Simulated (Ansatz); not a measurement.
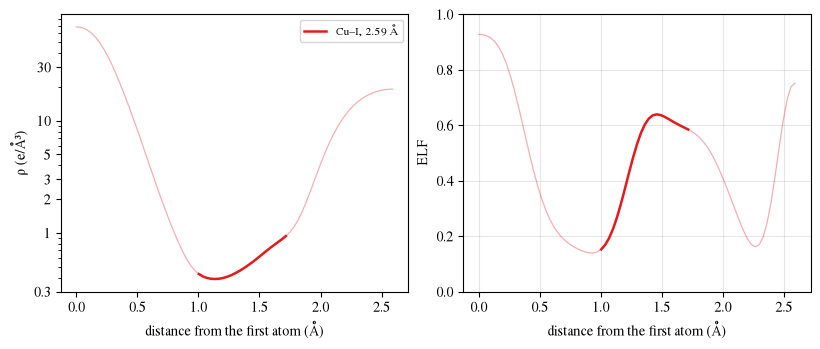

Figure. CuI. Valence electron density and ELF along straight lines between neighbouring atoms. Thin, pale parts lie inside the atomic spheres.

Space group Cmcm; a structure from a database of computed crystals, not necessarily the ambient phase; started from the database structure prototype, which need not be the ambient phase; computed without spin polarisation.

Method: Ansatz 0.2.0, DFT, PBE-D4, plane waves, PAW.

In a PAW calculation such maps are meaningful between the atoms, not at the nuclei.

```yaml
crystal:
  lattice:
    - [6.67958, 0.00000, 0.00000]
    - [0.00000, 7.02311, 0.00000]
    - [0.00000, 0.00000, 4.36538]
  atoms:
    - { symbol: Cu, position: [0.00000, 0.58692, 0.75000] }
    - { symbol: Cu, position: [0.50000, 0.08692, 0.75000] }
    - { symbol: Cu, position: [0.00000, 0.41308, 0.25000] }
    - { symbol: Cu, position: [0.50000, 0.91308, 0.25000] }
    - { symbol: I, position: [0.00000, 0.21462, 0.75000] }
    - { symbol: I, position: [0.50000, 0.71462, 0.75000] }
    - { symbol: I, position: [0.00000, 0.78538, 0.25000] }
    - { symbol: I, position: [0.50000, 0.28538, 0.25000] }
```

Question: What can be read from the curves?

Answer: Cu–I (2.59 Å): the density is about 0.43 e/Å³ at the midpoint, with its minimum of 0.39 e/Å³ about 1.1 Å from Cu; the ELF is about 0.55 at the midpoint.
